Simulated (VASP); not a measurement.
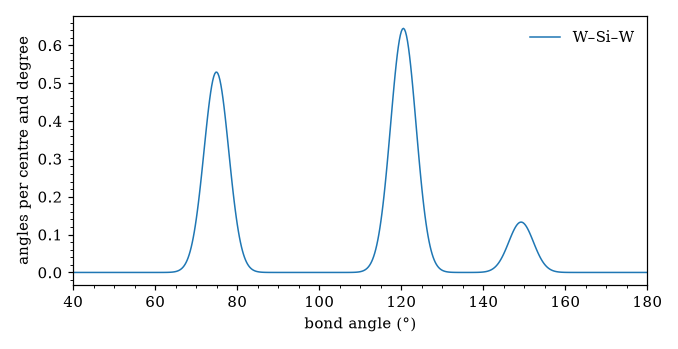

Bond-angle distributions computed from the structure of Si2W; each angle is a Gaussian of σ = 3.0°. Bonds counted: Si–W up to 3.30 Å. Structure used: coordinates from a relaxation with VASP Kohn-Sham DFT of a periodic cell, PBEsol, VASP PAW PBE potentials, recommended in VASP 6.6.1.

Give the groups of angles for each curve.

Answer. W–Si–W: 75° (4 per centre); 120–121° (5 per centre); 149° (1 per centre)

The structure has space group P6_222 (No. 180); other forms of this composition would give other results.
